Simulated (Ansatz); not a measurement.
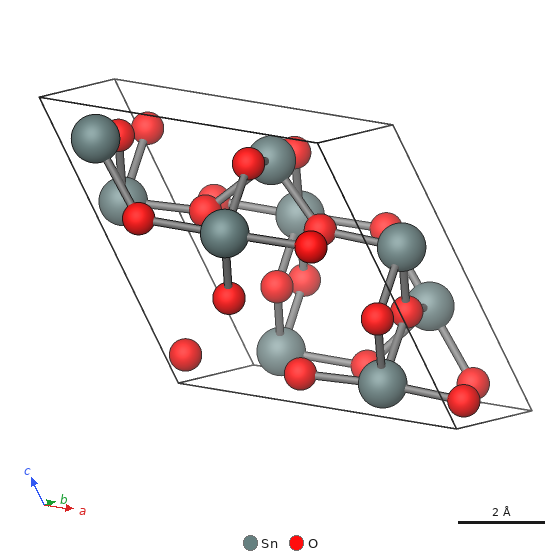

This ball-and-stick model is shown from a general direction. The frame is the supercell; atoms at its boundary are shown with their periodic copies. The host is SnO₂, in a cell of 24 sites, and the cell carries a charge of -2.

### Describe the defect.

A tin vacancy. Around the empty site lie six O at about 2.2 Å.

The numbers come from Ansatz, DFT PBE, scalar-relativistic, plane waves, PAW, using a basis cut at 420 eV, a 3×3×3 k-point grid, Gaussian smearing of 0.01 eV, collinear spins.

### Does the defect carry a magnetic moment?

Yes, 2.0 μB in the cell.

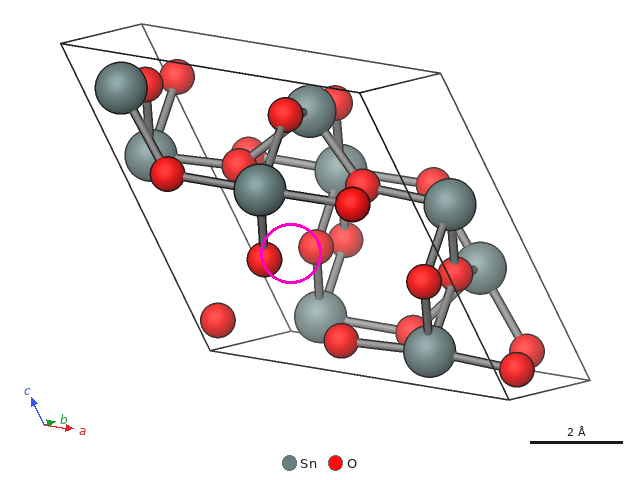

The same cell with a ring at the defect's site.

The atoms were relaxed in the host's cell with Ansatz, DFT PBE, scalar-relativistic, plane waves, PAW.
